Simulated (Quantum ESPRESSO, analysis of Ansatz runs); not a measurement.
# Migration in SnO2 (P4_2/mnm): V_O hop (2.6 Å), charge 0 (Quantum ESPRESSO)

Wanted: path and barrier of a jump of O in SnO2 (P4_2/mnm) at charge 0. The case: V_O hop (2.6 Å), in a cell of 72 host atoms with 1 O taken out.

Program: Quantum ESPRESSO 7.5. Level of theory: Quantum ESPRESSO plane-wave DFT, PBEsol, GBRV 1.5 PBEsol potentials; nudged elastic band between two relaxed defect structures. Results are calculated unless marked as measured.

## Step 1: The starting structure

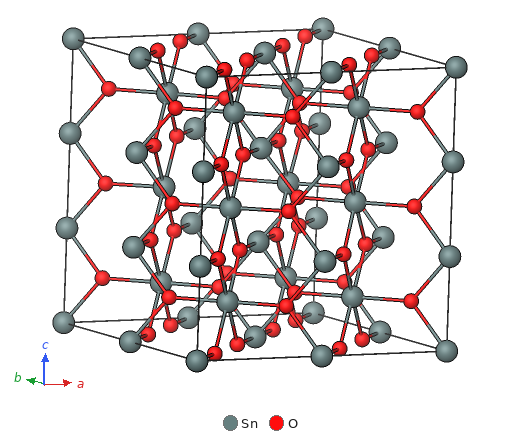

The cell as given, slightly off an axis (tin teal, oxygen red). Some periodic images of atoms are drawn too.

The cell holds 71 atoms: 24 Sn and 47 O. Cell: a = 9.507 Å, b = 9.507 Å, c = 9.626 Å, α = 90.0°, β = 90.0°, γ = 90.0°. It derives from SnO2 (space group P4_2/mnm). Nearest the centre at fractional (0.500, 0.500, 0.500): O44 at 1.33 Å, Sn61 at 1.58 Å, Sn67 at 1.59 Å, O64 at 2.58 Å, O70 at 2.59 Å, O12 at 2.62 Å, O18 at 2.63 Å, Sn60 at 3.35 Å.

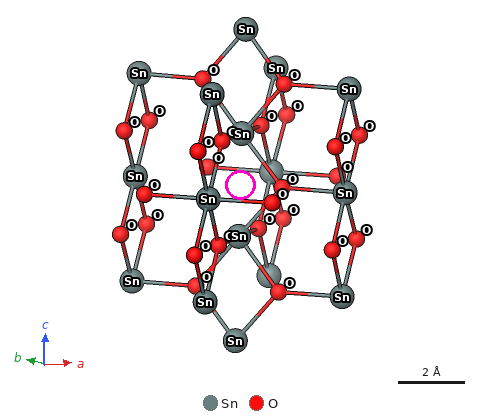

The atoms within 5 Å of the centre. A ring marks the centre wherever it is empty.

The cell's shortest repeat is 9.5 Å.

## Step 2: Relaxation of the start point, charge 0

A barrier is counted from a minimum, so both ends are relaxed first. Small random displacements break the symmetry of the ideal sites, so that the defect can distort if it gains by it.

pw.in

```
&CONTROL
  calculation = 'relax'
  prefix = 'pwscf'
  outdir = './tmp'
  pseudo_dir = './pseudo'
  tprnfor = .true.
  disk_io = 'low'
  nstep = 70
  forc_conv_thr = 0.0012
  etot_conv_thr = 0.0001
/
&SYSTEM
  ibrav = 0
  nat = 71
  ntyp = 2
  ecutwfc = 36
  ecutrho = 288
  nbnd = 313
  occupations = 'fixed'
  nosym = .true.
/
&ELECTRONS
  conv_thr = 7d-08
  electron_maxstep = 100
  mixing_beta = 0.5
/
&IONS
  ion_dynamics = 'bfgs'
/
ATOMIC_SPECIES
Sn   118.7100 sn_pbesol_v1.4.uspp.F.UPF
O     15.9990 o_pbesol_v1.2.uspp.F.UPF
CELL_PARAMETERS angstrom
   9.5066964961    0.0000000000    0.0000000000
   0.0000000000    9.5066964961    0.0000000000
   0.0000000000    0.0000000000    9.6255699527
ATOMIC_POSITIONS crystal
Sn     0.2500000000    0.2500000000    0.1666666667
Sn     0.0000000000    0.0000000000    0.0000000000
O      0.0969365216    0.4030634784    0.1666666667
O      0.4030634784    0.0969365216    0.1666666667
O      0.1530634784    0.1530634784    0.0000000000
O      0.3469365216    0.3469365216    0.0000000000
Sn     0.2479623644    0.2486179379    0.4980504973
Sn     0.0000000000    0.0000000000    0.3333333333
O      0.0971321490    0.4028301861    0.4968978411
O      0.3999872991    0.0966595593    0.5006390545
O      0.1530634784    0.1530634784    0.3333333333
O      0.3452997592    0.3490833552    0.3317193879
Sn     0.2500000000    0.2500000000    0.8333333333
Sn     0.0000000000    0.0000000000    0.6666666667
O      0.0969365216    0.4030634784    0.8333333333
O      0.4030634784    0.0969365216    0.8333333333
O      0.1530634784    0.1530634784    0.6666666667
O      0.3440970147    0.3471129506    0.6680152084
Sn     0.2500000000    0.7500000000    0.1666666667
Sn     0.0000000000    0.5000000000    0.0000000000
O      0.0969365216    0.9030634784    0.1666666667
O      0.4002582047    0.5955676646    0.1662087920
O      0.1530634784    0.6530634784    0.0000000000
O      0.3469365216    0.8469365216    0.0000000000
Sn     0.2489118111    0.7497714304    0.5029168066
Sn     0.0000000000    0.5000000000    0.3333333333
O      0.0969365216    0.9030634784    0.5000000000
O      0.1510701279    0.6553778642    0.3325503892
O      0.3463862904    0.8438293576    0.3333015965
Sn     0.2500000000    0.7500000000    0.8333333333
Sn     0.0000000000    0.5000000000    0.6666666667
O      0.0969365216    0.9030634784    0.8333333333
O      0.4011716535    0.5974445868    0.8308897973
O      0.1502039815    0.6526357094    0.6654179446
O      0.3471522733    0.8498886810    0.6655863464
Sn     0.7500000000    0.2500000000    0.1666666667
Sn     0.5000000000    0.0000000000    0.0000000000
O      0.5983511654    0.4002508959    0.1664538788
O      0.9030634784    0.0969365216    0.1666666667
O      0.6530634784    0.1530634784    0.0000000000
O      0.8469365216    0.3469365216    0.0000000000
Sn     0.7472877764    0.2484639541    0.5004865229
Sn     0.5000000000    0.0000000000    0.3333333333
O      0.5986715551    0.4011249413    0.5017639964
O      0.9030634784    0.0969365216    0.5000000000
O      0.6561605771    0.1529221152    0.3327521689
O      0.8465951036    0.3448539489    0.3356505426
Sn     0.7500000000    0.2500000000    0.8333333333
Sn     0.5000000000    0.0000000000    0.6666666667
O      0.5964394485    0.4061794575    0.8333757865
O      0.9030634784    0.0969365216    0.8333333333
O      0.6531157539    0.1505987175    0.6647211019
O      0.8450446055    0.3458292295    0.6689086138
Sn     0.7500000000    0.7500000000    0.1666666667
Sn     0.5000000000    0.5000000000    0.0000000000
O      0.5969365216    0.9030634784    0.1666666667
O      0.9030634784    0.5969365216    0.1666666667
O      0.6530634784    0.6530634784    0.0000000000
O      0.8469365216    0.8469365216    0.0000000000
Sn     0.7472691031    0.7515707781    0.4998202766
Sn     0.4984897239    0.4982609778    0.3354638034
O      0.5941219983    0.9016514631    0.5002046284
O      0.9056929118    0.5984574274    0.5008445310
O      0.6520580902    0.6505981029    0.3350063362
O      0.8469365216    0.8469365216    0.3333333333
Sn     0.7500000000    0.7500000000    0.8333333333
Sn     0.4992861542    0.5023736066    0.6647376689
O      0.5969365216    0.9030634784    0.8333333333
O      0.9030634784    0.5969365216    0.8333333333
O      0.6505650279    0.6542720952    0.6651834654
O      0.8469365216    0.8469365216    0.6666666667
K_POINTS gamma
```

On the command line:

```sh
$ OMP_NUM_THREADS=1 mpirun -n 4 pw.x -in pw.in > pw.out
```

Log:

```text
[shortened: banners, details of potentials and solvers, and blank lines are left out]
     gamma-point specific algorithms are used
     one sub-group per band group will be used
     scalapack distributed-memory algorithm (size of sub-group:  2*  2 procs)
     bravais-lattice index     =            0
     lattice parameter (alat)  =      17.9651  a.u.
     unit-cell volume          =    5870.5976 (a.u.)^3
     number of atoms/cell      =           71
     number of atomic types    =            2
     number of electrons       =       618.00
     number of Kohn-Sham states=          313
     kinetic-energy cutoff     =      36.0000  Ry
     charge density cutoff     =     288.0000  Ry
     scf convergence threshold =      7.0E-08
     mixing beta               =       0.5000
     number of iterations used =            8  plain     mixing
     energy convergence thresh.=      1.0E-04
     force convergence thresh. =      1.2E-03
     Exchange-correlation= SLA  PW   PSX  PSC
                           (   1   4  10   8   0   0   0)
     nstep                     =           70
     crystal axes: (cart. coord. in units of alat)
               a(1) = (   1.000000   0.000000   0.000000 )
               a(2) = (   0.000000   1.000000   0.000000 )
               a(3) = (   0.000000   0.000000   1.012504 )
     PseudoPot. # 1 for Sn read from file:
     sn_pbesol_v1.4.uspp.F.UPF
     Pseudo is Ultrasoft + core correction, Zval = 14.0
[...]
PseudoPot. # 2 for O  read from file:
     o_pbesol_v1.2.uspp.F.UPF
     Pseudo is Ultrasoft + core correction, Zval =  6.0
[...]
atomic species   valence    mass     pseudopotential
     Sn               14.00   118.71000     Sn( 1.00)
     O                 6.00    15.99900     O ( 1.00)
     No symmetry found
     site n.     atom                  positions (alat units)
         1        Sn     tau(   1) = (   0.2500000   0.2500000   0.1687507  )
         2        Sn     tau(   2) = (   0.0000000   0.0000000   0.0000000  )
         3        O      tau(   3) = (   0.0969365   0.4030635   0.1687507  )
         4        O      tau(   4) = (   0.4030635   0.0969365   0.1687507  )
         5        O      tau(   5) = (   0.1530635   0.1530635   0.0000000  )
         6        O      tau(   6) = (   0.3469365   0.3469365   0.0000000  )
         7        Sn     tau(   7) = (   0.2479624   0.2486179   0.5042782  )
         8        Sn     tau(   8) = (   0.0000000   0.0000000   0.3375014  )
[...]
number of k points=     1
                       cart. coord. in units 2pi/alat
        k(    1) = (   0.0000000   0.0000000   0.0000000), wk =   2.0000000
     Dense  grid:   242294 G-vectors     FFT dimensions: ( 100, 100, 100)
     Smooth grid:    85691 G-vectors     FFT dimensions: (  72,  72,  72)
     Check: negative core charge=   -0.000002
     starting charge     593.9989, renormalised to     618.0000
     Self-consistent Calculation
     iteration #  1     ecut=    36.00 Ry     beta= 0.50
     total energy              =   -5324.49884939 Ry
     estimated scf accuracy    <      19.12074252 Ry
     iteration #  2     ecut=    36.00 Ry     beta= 0.50
     total energy              =   -5329.99197965 Ry
     estimated scf accuracy    <       2.95727533 Ry
     iteration #  3     ecut=    36.00 Ry     beta= 0.50
     total energy              =   -5330.34240154 Ry
     estimated scf accuracy    <       0.20119952 Ry
[...]
estimated scf accuracy    <       0.00013532 Ry
     iteration # 10     ecut=    36.00 Ry     beta= 0.50
     total energy              =   -5330.38119826 Ry
     estimated scf accuracy    <       0.00000868 Ry
[... 112 further cycles ...]
     iteration #  7     ecut=    36.00 Ry     beta= 0.50
     total energy              =   -5330.42440637 Ry
     estimated scf accuracy    <          3.1E-09 Ry
     iteration #  8     ecut=    36.00 Ry     beta= 0.50
     End of self-consistent calculation
          k = 0.0000 0.0000 0.0000 ( 10712 PWs)   bands (ev):
   -11.9228 -11.8443 -11.8213 -11.7579 -11.7419 -11.7145 -11.6467 -11.6014
   -11.5986 -11.5882 -11.5566 -11.5534 -11.5357 -11.5119 -11.5104 -11.4997
   -11.4893 -11.4436 -11.4297 -11.4241 -11.4059 -11.3951 -11.3661 -11.3571
   -11.3269 -11.2871 -11.2790 -11.2253 -11.2126 -11.1469 -11.0631 -11.0616
   -11.0531 -11.0353 -11.0333 -11.0220 -11.0125 -10.9945 -10.9831 -10.9813
   -10.9314 -10.9190 -10.9109 -10.9037 -10.9024 -10.8796 -10.8718 -10.8575
   -10.8524 -10.8385 -10.8299 -10.8294 -10.8130 -10.8054 -10.7903 -10.7840
   -10.7813 -10.7691 -10.7659 -10.7616 -10.7588 -10.7402 -10.7319 -10.7277
[...]
13.3530
     highest occupied, lowest unoccupied level (ev):     9.7226   11.7381
!    total energy              =   -5330.42440637 Ry
     estimated scf accuracy    <          4.6E-10 Ry
     The total energy is the sum of the following terms:
     one-electron contribution =   -1632.92140151 Ry
     hartree contribution      =    1293.60192833 Ry
     xc contribution           =   -1366.94915444 Ry
     ewald contribution        =   -3624.15577875 Ry
     convergence has been achieved in   8 iterations
     Forces acting on atoms (cartesian axes, Ry/au):
     atom    1 type  1   force =     0.00020211    0.00022698   -0.00028761
     atom    2 type  1   force =    -0.00068865    0.00053000    0.00030071
     atom    3 type  2   force =    -0.00010791   -0.00003627    0.00040057
     atom    4 type  2   force =    -0.00012264   -0.00038736    0.00038912
     atom    5 type  2   force =     0.00096564   -0.00006089   -0.00000712
     atom    6 type  2   force =    -0.00054172   -0.00023148    0.00011876
     atom    7 type  1   force =    -0.00153491   -0.00074620    0.00010551
     atom    8 type  1   force =     0.00053926   -0.00043080   -0.00006349
[...]
Total force =     0.005912     Total SCF correction =     0.000097
     Energy error            =      8.2E-05 Ry
     Gradient error          =      1.5E-03 Ry/Bohr
     number of scf cycles    =  14
     number of bfgs steps    =  13
     energy             old  =   -5330.4243242504 Ry
     energy             new  =   -5330.4244063685 Ry
     CASE: energy            _new < energy            _old
     new trust radius        =       0.0065975695 bohr
     new conv_thr            =       0.0000000007 Ry
ATOMIC_POSITIONS (crystal)
Sn               0.2486351716        0.2503941380        0.1663460950
Sn               0.0034545361       -0.0039833861       -0.0000253195
O                0.0963010718        0.4034352565        0.1664553029
O                0.4007546340        0.0964465445        0.1682344805
O                0.1528400305        0.1515887237       -0.0000123043
O                0.3470495443        0.3467811697       -0.0000515736
Sn               0.2480111688        0.2484131267        0.4999724944
Sn              -0.0037905154        0.0033742513        0.3319127643
[...]
Check: negative core charge=   -0.000002
     Self-consistent Calculation
     iteration #  1     ecut=    36.00 Ry     beta= 0.50
     total energy              =   -5330.42445168 Ry
     estimated scf accuracy    <       0.00003138 Ry
     iteration #  2     ecut=    36.00 Ry     beta= 0.50
     total energy              =   -5330.42445513 Ry
     estimated scf accuracy    <       0.00000497 Ry
     iteration #  3     ecut=    36.00 Ry     beta= 0.50
     total energy              =   -5330.42445609 Ry
     estimated scf accuracy    <       0.00000128 Ry
[...]
estimated scf accuracy    <       0.00000004 Ry
     iteration #  6     ecut=    36.00 Ry     beta= 0.50
     total energy              =   -5330.42445643 Ry
     estimated scf accuracy    <          7.3E-09 Ry
     iteration #  7     ecut=    36.00 Ry     beta= 0.50
     total energy              =   -5330.42445643 Ry
     estimated scf accuracy    <          1.0E-09 Ry
     iteration #  8     ecut=    36.00 Ry     beta= 0.50
     End of self-consistent calculation
          k = 0.0000 0.0000 0.0000 ( 10712 PWs)   bands (ev):
   -11.9226 -11.8446 -11.8211 -11.7577 -11.7408 -11.7143 -11.6465 -11.6014
   -11.5983 -11.5881 -11.5564 -11.5530 -11.5356 -11.5119 -11.5111 -11.5005
   -11.4902 -11.4436 -11.4291 -11.4240 -11.4061 -11.3954 -11.3660 -11.3566
   -11.3267 -11.2873 -11.2787 -11.2251 -11.2123 -11.1466 -11.0635 -11.0616
   -11.0532 -11.0353 -11.0332 -11.0220 -11.0125 -10.9946 -10.9831 -10.9813
   -10.9312 -10.9189 -10.9104 -10.9042 -10.9022 -10.8796 -10.8718 -10.8575
   -10.8523 -10.8386 -10.8297 -10.8295 -10.8133 -10.8056 -10.7900 -10.7841
   -10.7822 -10.7688 -10.7657 -10.7614 -10.7585 -10.7400 -10.7312 -10.7275
[...]
13.3531
     highest occupied, lowest unoccupied level (ev):     9.7228   11.7376
!    total energy              =   -5330.42445643 Ry
     estimated scf accuracy    <          2.0E-10 Ry
     The total energy is the sum of the following terms:
     one-electron contribution =   -1632.92688650 Ry
     hartree contribution      =    1293.60537439 Ry
     xc contribution           =   -1366.94876903 Ry
     ewald contribution        =   -3624.15417528 Ry
     convergence has been achieved in   8 iterations
     Forces acting on atoms (cartesian axes, Ry/au):
     atom    1 type  1   force =     0.00007951   -0.00002507   -0.00030562
     atom    2 type  1   force =    -0.00037152    0.00061145   -0.00002833
     atom    3 type  2   force =    -0.00001908   -0.00016033    0.00020723
     atom    4 type  2   force =    -0.00003699   -0.00029445    0.00067796
     atom    5 type  2   force =     0.00077886    0.00010530   -0.00002996
     atom    6 type  2   force =    -0.00003961    0.00019861    0.00016219
     atom    7 type  1   force =    -0.00071115   -0.00035292    0.00010241
     atom    8 type  1   force =     0.00027651   -0.00020213    0.00013231
[...]
Total force =     0.004702     Total SCF correction =     0.000060
     Energy error            =      5.0E-05 Ry
     Gradient error          =      1.0E-03 Ry/Bohr
     bfgs converged in  15 scf cycles and  14 bfgs steps
     (criteria: energy <  1.0E-04 Ry, force <  1.2E-03 Ry/Bohr)
     End of BFGS Geometry Optimization
     Final energy             =   -5330.4244564339 Ry
Begin final coordinates
ATOMIC_POSITIONS (crystal)
Sn               0.2486351716        0.2503941380        0.1663460950
Sn               0.0034545361       -0.0039833861       -0.0000253195
O                0.0963010718        0.4034352565        0.1664553029
O                0.4007546340        0.0964465445        0.1682344805
O                0.1528400305        0.1515887237       -0.0000123043
O                0.3470495443        0.3467811697       -0.0000515736
Sn               0.2480111688        0.2484131267        0.4999724944
Sn              -0.0037905154        0.0033742513        0.3319127643
[...]
End final coordinates
   JOB DONE.
```

It took 12 min on 4 MPI ranks of Arm Neoverse V1, shared host; peak memory 1.6 GiB; 47 min of CPU time.

The steps of the relaxation:

```
step  energy less that of the first step (eV)
   0                                   0.0000
   1                                  -0.2795
   2                                  -0.4020
   3                                  -0.4551
   4                                  -0.5013
   5                                  -0.5323
   6                                  -0.5501
   7                                  -0.5651
   8                                  -0.5734
   9                                  -0.5789
  10                                  -0.5824
  11                                  -0.5850
  12                                  -0.5867
  13                                  -0.5878
  14                                  -0.5885
```

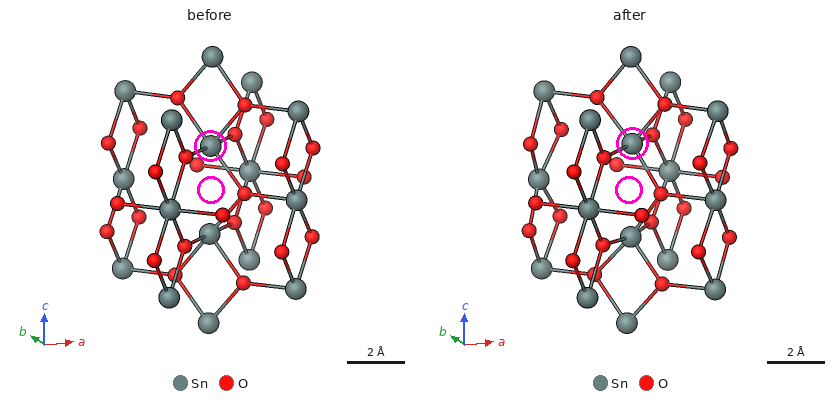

Before and after: the atoms that start within 5 Å of the centre. Sn67, which moves most, is ringed if it is among them. A ring with no atom in it marks the empty centre.

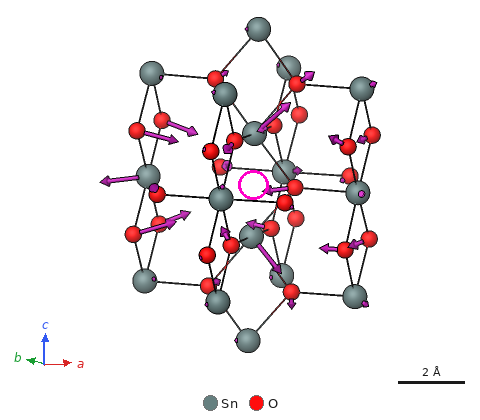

Displacements in the relaxation near the centre, exaggerated; the longest in the cell stands for 0.15 Å. A ring marks the centre wherever it is empty.

The atoms that moved most (Å):

```csv
atom,dx,dy,dz,length
Sn67,0.066,-0.086,0.098,0.146
Sn25,-0.096,0.104,-0.028,0.144
O28,0.095,-0.090,0.047,0.139
Sn61,0.073,-0.046,-0.101,0.133
O35,0.062,-0.110,-0.029,0.129
O34,0.104,-0.065,-0.027,0.126
O29,0.070,-0.053,0.039,0.096
O44,-0.068,0.065,-0.018,0.095
```

Neighbours of O44 at the end:

```
atom  distance (Å)
Sn61         2.038
Sn67         2.038
Sn42         2.119
 O12         2.879
 O18         2.880
 O70         2.881
 O64         2.881
 O47         2.931
 O46         2.932
 O53         2.932
 O52         2.933
```

Read from the output:

* highest filled level: 9.723 eV
* lowest empty level: 11.74 eV
* r.m.s. move of the farther half of the atoms: 0.02453 Å
* largest move from the ideal geometry of this structure, a common shift of the far atoms taken out: 0.1570 Å

The relaxation gained 0.588 eV and ended with a largest force component of 0.026 eV/Å.

(Part 1 of 3 ends here.)

[Logs are printed without paths, hosts, clocks, repeated set-up lines and the standing remarks that a program may print on its own settings, such as how far it seeks lower states.]

[Hosts, paths, dates, database ids (printed as entryN), source tags and the programs' standing remarks are cut or masked in the printed files.]
